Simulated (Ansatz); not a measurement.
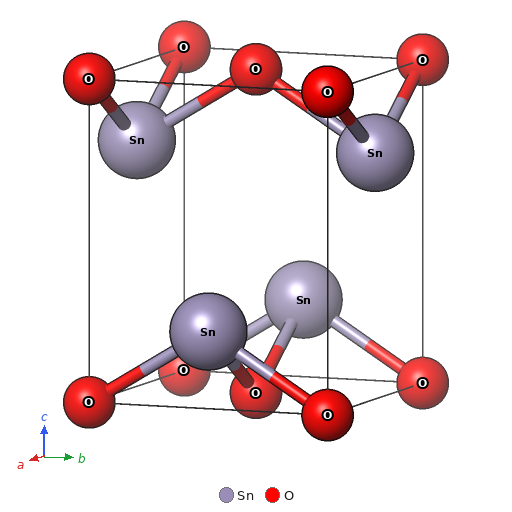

System: SnO, space group P4/nmm (No. 129). The picture shows the conventional cell.

The given structure:
```
Sn O
1.0
     3.80200    0.00000    0.00000
     0.00000    3.80200    0.00000
     0.00000    0.00000    4.83600
Sn O
2 2
Direct
  0.00000 0.50000 0.23850
  0.50000 0.00000 0.76150
  0.00000 0.00000 0.00000
  0.50000 0.50000 0.00000
```

One of the inputs:
```
crystal:
  lattice:
    - [3.8271795418, 0.0, 0.0]
    - [0.0, 3.8271795418, 0.0]
    - [0.0, 0.0, 4.8680274234]
  atoms:
    - { symbol: Sn, position: [0.0, 0.5, 0.2385] }
    - { symbol: Sn, position: [0.5, 0.0, 0.7615] }
    - { symbol: O, position: [0.0, 0.0, 0.0] }
    - { symbol: O, position: [0.5, 0.5, 0.0] }
kpoints:
  mp_grid: { grid: [8, 8, 6] }
scf:
  occupations: { method: fermi_dirac, width: 0.01 }
hamiltonian:
  xc: pbe
  pseudopotentials: { kind: all_electron, datasets: crystal }
output:
  forces: true
  stress: true
  eigenvalues: true
  efg: { contact_densities: true }
```

Launched with:
```bash
ansatz run input.yaml --threads 1 --pin off --max-ram 4096MiB --backend cpu --events-out ev --progress --plain --runs-dir out
```

Calculation (Ansatz 0.2.0): periodic Kohn-Sham DFT of a crystal at fixed atoms, scaled to the stated factor times the given cell; pressure positive in compression. Level: PBE.

| setting | value |
| --- | --- |
| method | all-electron PAW |
| relativity | scalar |
| k mesh | 8×8×6 |
| occupations | Fermi–Dirac |
| smearing width | 0.01 eV |
| nucleus | Gaussian |

V(given) is 17.48 Å³/atom.

What does the calculation give for the pressure and largest field gradient Vzz against V/V(given)? The V/V(given) takes the values 0.96, 0.99, 1.02, 1.06.

The pressure falls from 8.703 GPa at V/V(given) 0.96 to −1.154 GPa at 1.06, and changes sign near 1.05. The largest field gradient Vzz rises from −17.972 1e21 V/m² at V/V(given) 0.96 to −16.364 1e21 V/m² at 1.06.

```tsv
V/V(given)	pressure (GPa)	largest field gradient Vzz (1e21 V/m²)
0.96	8.703	-17.972
0.99	5.184	-17.470
1.02	2.217	-17.066
1.06	-1.154	-16.364
```

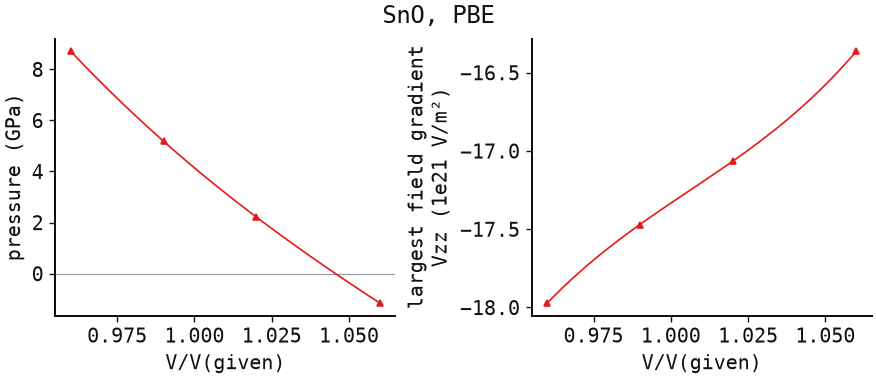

Note: field gradient without spin-orbit coupling on heavy atoms; no gap: field gradients move with the k mesh; small gap, it may come from the mesh; shape and atomic fractions are frozen while scaling, which makes layered, chain and framework solids too stiff.
